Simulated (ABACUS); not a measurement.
# Run report: GaSb, geometry relaxation (part 1 of 2)

The run: geometry relaxation of GaSb (F-43m, 2 atoms in the cell). Method and program: Kohn-Sham DFT of a periodic cell, PBEsol, SG15 ONCV 1.2 PBE, no spin polarisation (ABACUS 3.10.1).

The structure derives from an entry of the Crystallography Open Database.

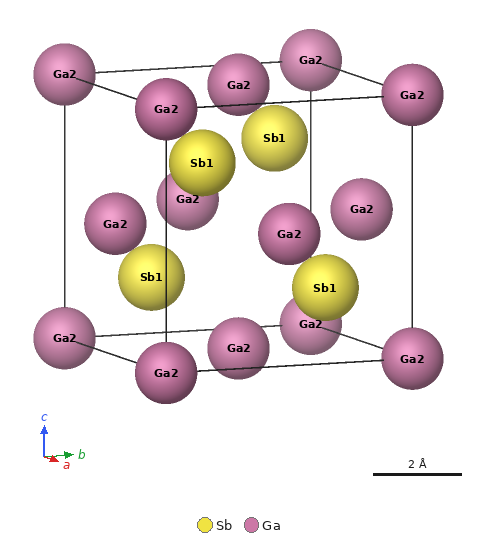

The starting structure (spheres-only view of the cell 4 times as large as that of the calculation, set on its symmetry axes, seen slightly off an axis; atoms are numbered from 1 in the order of the input).

Input
```
INPUT_PARAMETERS
suffix              GaSb
calculation         cell-relax
basis_type          lcao
pseudo_dir          ./
orbital_dir         ./
symmetry            1
dft_functional      pbesol
ecutwfc             100
pseudo_rcut         10
nspin               1
nbands              18
ks_solver           genelpa
smearing_method     fd
smearing_sigma      0.00367493
scf_thr             1e-07
scf_nmax            100
mixing_type         broyden
mixing_beta         0.7
cal_force           1
cal_stress          1
out_mul             1
relax_nmax          60
force_thr_ev        0.01
relax_method        cg
out_stru            1
stress_thr          0.5
```

File STRU
```
ATOMIC_SPECIES
Sb 121.7600 Sb_ONCV_PBE-1.2.upf
Ga 69.7230 Ga_ONCV_PBE-1.2.upf

NUMERICAL_ORBITAL
Sb_confined-atom_8au_2s2p2d.orb
Ga_confined-atom_8au_2s2p2d.orb

LATTICE_CONSTANT
8.1751050464

LATTICE_VECTORS
0.0000000000 0.7071067812 0.7071067812
0.7071067812 0.0000000000 0.7071067812
0.7071067812 0.7071067812 0.0000000000

ATOMIC_POSITIONS
Cartesian

Sb
0.0
1
1.0606601718 1.0606601718 1.0606601718 1 1 1

Ga
0.0
1
0.0000000000 0.0000000000 0.0000000000 1 1 1
```

File KPT
```
K_POINTS
0
Gamma
7 7 7 0 0 0
```

Machine: 4 threads of Intel Xeon (Sapphire Rapids), 16 GiB of memory available, shared host.

Command:
```bash
OMP_NUM_THREADS=1 mpirun -np 4 abacus > log
```

What the program printed
```
ABACUS v3.10.1

               Atomic-orbital Based Ab-initio Computation at UStc

 ------------------------------------------------------------------------------------

 READING GENERAL INFORMATION
                           global_out_dir = OUT.GaSb/
                           global_in_card = INPUT
                               pseudo_dir = ./
                              orbital_dir = ./
                                    DSIZE = 4
                                    GSIZE = 1

 READING UNITCELL INFORMATION
                                    ntype = 2
                  lattice constant (Bohr) = 8.17511
              lattice constant (Angstrom) = 4.32608

 READING ATOM TYPE 1
                               atom label = Sb
                      L=0, number of zeta = 2
                      L=1, number of zeta = 2
                      L=2, number of zeta = 2
             number of atom for this type = 1

 READING ATOM TYPE 2
                               atom label = Ga
                      L=0, number of zeta = 2
                      L=1, number of zeta = 2
                      L=2, number of zeta = 2
             number of atom for this type = 1

                        TOTAL ATOM NUMBER = 2
CARTESIAN COORDINATES ( UNIT =       8.175105046400 Bohr ).
    atom                   x                   y                   z     mag                  vx                  vy                  vz
tauc_Sb1            1.0606601718        1.0606601718        1.0606601718  0.0000        0.0000000000        0.0000000000        0.0000000000
tauc_Ga1            0.0000000000        0.0000000000        0.0000000000  0.0000        0.0000000000        0.0000000000        0.0000000000

                          Volume (Bohr^3) = 386.336
                             Volume (A^3) = 57.249

 Lattice vectors: (Cartesian coordinate: in unit of a_0)
                   +0           +0.707107           +0.707107
            +0.707107                  +0           +0.707107
            +0.707107           +0.707107                  +0
 Reciprocal vectors: (Cartesian coordinate: in unit of 2 pi/a_0)
            -0.707107           +0.707107           +0.707107
            +0.707107           -0.707107           +0.707107
            +0.707107           +0.707107           -0.707107
 The esolver type has been set to : ksdft_lcao

                PAO radial cut off (Bohr) = 10

 Read in pseudopotential file is Sb_ONCV_PBE-1.2.upf
                     pseudopotential type = NC
          exchange-correlation functional = PBE
                 nonlocal core correction = 0
                        valence electrons = 15
                                     lmax = 2
                           number of zeta = 0
                     number of projectors = 6
                           L of projector = 0
                           L of projector = 0
                           L of projector = 1
                           L of projector = 1
                           L of projector = 2
                           L of projector = 2
 XC functional updated to : pbesol
          exchange-correlation functional = PBESOL
                PAO radial cut off (Bohr) = 10

 Read in pseudopotential file is Ga_ONCV_PBE-1.2.upf
                     pseudopotential type = NC
          exchange-correlation functional = PBE
                 nonlocal core correction = 0
                        valence electrons = 13
                                     lmax = 2
                           number of zeta = 0
                     number of projectors = 6
                           L of projector = 0
                           L of projector = 0
                           L of projector = 1
                           L of projector = 1
                           L of projector = 2
                           L of projector = 2
 XC functional updated to : pbesol
          exchange-correlation functional = PBESOL
     initial pseudo atomic orbital number = 0

 SETUP THE ELECTRONS NUMBER
            electron number of element Sb = 15
      total electron number of element Sb = 15
            electron number of element Ga = 13
      total electron number of element Ga = 13
            AUTOSET number of electrons:  = 28
                           occupied bands = 14
                                   NLOCAL = 36
                                   NBANDS = 18
                                   NBANDS = 18
                                   NLOCAL = 36

%%%%%%%%%%%%%%%%%%%%%%%%%%%%%%%%%%%%%%%%%%%%%%%%%%%%%%%%%%%%%%%%%%%%%%%%%%%%%%%%%%%%%%%%%%%%%%%%%%%%%%%%%%
 Warning: the number of valence electrons in pseudopotential > 5 for Sb: [Kr] 4d10 5s2 5p3
 Warning: the number of valence electrons in pseudopotential > 3 for Ga: [Ar] 3d10 4s2 4p1
 Pseudopotentials with additional electrons can yield (more) accurate outcomes, but may be less efficient.
 If you're confident that your chosen pseudopotential is appropriate, you can safely ignore this warning.
%%%%%%%%%%%%%%%%%%%%%%%%%%%%%%%%%%%%%%%%%%%%%%%%%%%%%%%%%%%%%%%%%%%%%%%%%%%%%%%%%%%%%%%%%%%%%%%%%%%%%%%%%%

 SETUP THE PLANE WAVE BASIS
 energy cutoff for charge/potential (unit:Ry) = 400
            fft grid for charge/potential = [ 54, 54, 54 ]
                        fft grid division = [ 2, 2, 2 ]
        big fft grid for charge/potential = [ 27, 27, 27 ]
                                     nbxx = 5103
                                     nrxx = 40824

 SETUP PLANE WAVES FOR CHARGE/POTENTIAL
                    number of plane waves = 51913
                         number of sticks = 1831

 PARALLEL PW FOR CHARGE/POTENTIAL
     PROC   COLUMNS(POT)             PW
        1            455          12979
        2            459          12978
        3            459          12978
        4            458          12978
 --------------- sum -------------------
        4           1831          51913
                            number of |g| = 450
                                  max |g| = 676
                                  min |g| = 1.5

----------- Double Check Mixing Parameters Begin ------------
mixing_type: broyden
mixing_beta: 0.7
mixing_gg0: 1
mixing_gg0_min: 0.1
mixing_ndim: 8
----------- Double Check Mixing Parameters End ------------

 LATTICE VECTORS: (CARTESIAN COORDINATE: IN UNIT OF A0)
                   +0           +0.707107           +0.707107
            +0.707107                  +0           +0.707107
            +0.707107           +0.707107                  +0
                       right hand lattice = 1
                                   NORM_A = 1
                                   NORM_B = 1
                                   NORM_C = 1
                           ALPHA (DEGREE) = 60
                           BETA  (DEGREE) = 60
                           GAMMA (DEGREE) = 60

 The lattice vectors have been changed (STRU_SIMPLE.cif)

(for optimal symmetric configuration:)
                             BRAVAIS TYPE = 3
                     BRAVAIS LATTICE NAME = 03. Cubic F (face-centered)
                                    ibrav = 3
                                    IBRAV = 3
                                  BRAVAIS = FACE CENTERED CUBIC
                       LATTICE CONSTANT A = 1.41421
Original cell was already a primitive cell.
                        ROTATION MATRICES = 48
              PURE POINT GROUP OPERATIONS = 24
                   SPACE GROUP OPERATIONS = 24
                                       C2 = 3
                                       C3 = 8
                                       C4 = 0
                                       C6 = 0
                                       S1 = 6
                                       S3 = 0
                                       S4 = 6
                                       S6 = 0
                              POINT GROUP = T_d
                                       C2 = 3
                                       C3 = 8
                                       C4 = 0
                                       C6 = 0
                                       S1 = 6
                                       S3 = 0
                                       S4 = 6
                                       S6 = 0
               POINT GROUP IN SPACE GROUP = T_d

 SETUP K-POINTS
                                    nspin = 1
                   Input type of k points = Monkhorst-Pack(Gamma)
                                   nkstot = 343
                       right hand lattice = 1
(for reciprocal lattice: )
                             BRAVAIS TYPE = 2
                     BRAVAIS LATTICE NAME = 02. Cubic I (body-centered)
                                    ibrav = 2
                       right hand lattice = 1
(for k-lattice: )
                             BRAVAIS TYPE = 2
                     BRAVAIS LATTICE NAME = 02. Cubic I (body-centered)
                                    ibrav = 2
                       right hand lattice = 1
                        ROTATION MATRICES = 48
                               nkstot_ibz = 20
K-POINTS REDUCTION ACCORDING TO SYMMETRY
     IBZ    DIRECT_X    DIRECT_Y    DIRECT_Z  WEIGHT  ibz2bz
       1  0.00000000  0.00000000  0.00000000  0.0029       0
       2  0.14285714  0.14285714  0.14285714  0.0233       1
       3  0.28571429  0.28571429  0.28571429  0.0233       2
       4  0.42857143  0.42857143  0.42857143  0.0233       3
       5  0.14285714  0.14285714  0.00000000  0.0175       8
       6  0.28571429  0.14285714  0.28571429  0.0700       9
       7  0.42857143  0.28571429  0.42857143  0.0700      10
       8 -0.42857143  0.42857143  0.42857143  0.0700      11
       9  0.42857143  0.28571429  0.28571429  0.0700      12
      10  0.28571429  0.14285714  0.14285714  0.0350      13
      11  0.28571429  0.28571429  0.00000000  0.0175      16
      12  0.42857143  0.42857143  0.14285714  0.0700      17
      13 -0.28571429  0.42857143  0.42857143  0.0700      18
      14 -0.42857143  0.28571429  0.28571429  0.0350      19
      15  0.42857143  0.42857143  0.00000000  0.0175      24
      16 -0.14285714  0.42857143  0.42857143  0.0350      25
      17  0.42857143  0.28571429  0.14285714  0.0700      66
      18 -0.42857143  0.42857143  0.28571429  0.1399      67
      19 -0.42857143  0.42857143  0.14285714  0.0700      74
      20 -0.28571429  0.42857143  0.28571429  0.0700      75

                               nkstot now = 20
[... K-POINTS DIRECT COORDINATES: 20 rows ...]

           k-point number in this process = 20
       minimum distributed K point number = 20
[... stars of the k points ...]

[... K-POINTS CARTESIAN COORDINATES: 20 rows ...]

[... K-POINTS DIRECT COORDINATES: 20 rows ...]

 SETUP PLANE WAVES FOR WAVE FUNCTIONS
     energy cutoff for wavefunc (unit:Ry) = 100
              fft grid for wave functions = [ 54, 54, 54 ]
                    number of plane waves = 8099
                         number of sticks = 535

 PARALLEL PW FOR WAVE FUNCTIONS
     PROC   COLUMNS(POT)             PW
        1            134           2025
        2            134           2025
        3            134           2025
        4            133           2024
 --------------- sum -------------------
        4            535           8099

 SET NONLOCAL PSEUDOPOTENTIAL PROJECTORS
 SET NONLOCAL PSEUDOPOTENTIAL PROJECTORS
 max number of nonlocal projetors among all species is 6

 -------------------------------------------
 STEP OF RELAXATION : 1
 -------------------------------------------

 SETUP SEARCHING RADIUS FOR PROGRAM TO SEARCH ADJACENT ATOMS
                  longest orb rcut (Bohr) = 8
   longest nonlocal projector rcut (Bohr) = 3.62
                     search radius (Bohr) = 23.2
              searching radius is (Bohr)) = 23.2
         searching radius unit is (Bohr)) = 8.18
                         PeriodicBoundary = 1
                        Radius(unit:lat0) = 2.84
                                   glayer = [ 5, 5, 5 ]
                             glayer_minus = [ 4, 4, 4 ]

Find the coordinate range of the input atom(unit:lat0).
                                  min_tau = [ -5.66, -5.66, -5.66 ]
                                  max_tau = [ 6.72, 6.72, 6.72 ]
                                BoxNumber = [ 9, 9, 9 ]

 SETUP EXTENDED REAL SPACE GRID FOR GRID INTEGRATION
                          real space grid = [ 54, 54, 54 ]
                 big cell numbers in grid = [ 27, 27, 27 ]
             meshcell numbers in big cell = [ 2, 2, 2 ]
                        extended fft grid = [ 33, 33, 33 ]
                dimension of extened grid = [ 94, 94, 94 ]
                            UnitCellTotal = 125
              Atom number in sub-FFT-grid = 2
    Local orbitals number in sub-FFT-grid = 36
                                ParaV.nnr = 26244
                                 init_chg = atomic

 LCAO ALGORITHM --------------- ION=   1  ELEC=   1--------------------------------

 Density error is 0.0347621313698
----------------------------------------------------------
     Energy           Rydberg                 eV
----------------------------------------------------------
 E_KohnSham     -271.8766880789      -3699.0721112420
 E_Harris       -273.4619472366      -3720.6406685928
 E_Fermi        0.6878650842         9.3588846000
----------------------------------------------------------

 LCAO ALGORITHM --------------- ION=   1  ELEC=   2--------------------------------

 Density error is 0.0115701518272
----------------------------------------------------------
     Energy           Rydberg                 eV
----------------------------------------------------------
 E_KohnSham     -271.8818500626      -3699.1423436328
 E_Harris       -271.7291207607      -3697.0643548759
 E_Fermi        0.6815211366         9.2725707649
----------------------------------------------------------

 LCAO ALGORITHM --------------- ION=   1  ELEC=   3--------------------------------

 Density error is 0.00356145118218
----------------------------------------------------------
     Energy           Rydberg                 eV
----------------------------------------------------------
 E_KohnSham     -271.8820937735      -3699.1456594893
 E_Harris       -271.8337850419      -3698.4883854770
 E_Fermi        0.6837531073         9.3029382844
----------------------------------------------------------

 LCAO ALGORITHM --------------- ION=   1  ELEC=   4--------------------------------

 Density error is 0.000639826559648
----------------------------------------------------------
     Energy           Rydberg                 eV
----------------------------------------------------------
 E_KohnSham     -271.8821194204      -3699.1460084338
 E_Harris       -271.8539843750      -3698.7632115034
 E_Fermi        0.6855836772         9.3278444658
----------------------------------------------------------

 LCAO ALGORITHM --------------- ION=   1  ELEC=   5--------------------------------

 Density error is 0.0001373161644
----------------------------------------------------------
     Energy           Rydberg                 eV
----------------------------------------------------------
 E_KohnSham     -271.8821218776      -3699.1460418660
 E_Harris       -271.8766796597      -3699.0719966929
 E_Fermi        0.6859141882         9.3323412985
----------------------------------------------------------

 LCAO ALGORITHM --------------- ION=   1  ELEC=   6--------------------------------

 Density error is 1.4665041767e-05
----------------------------------------------------------
     Energy           Rydberg                 eV
----------------------------------------------------------
 E_KohnSham     -271.8821219177      -3699.1460424114
 E_Harris       -271.8817822423      -3699.1414208899
 E_Fermi        0.6860542890         9.3342474684
```
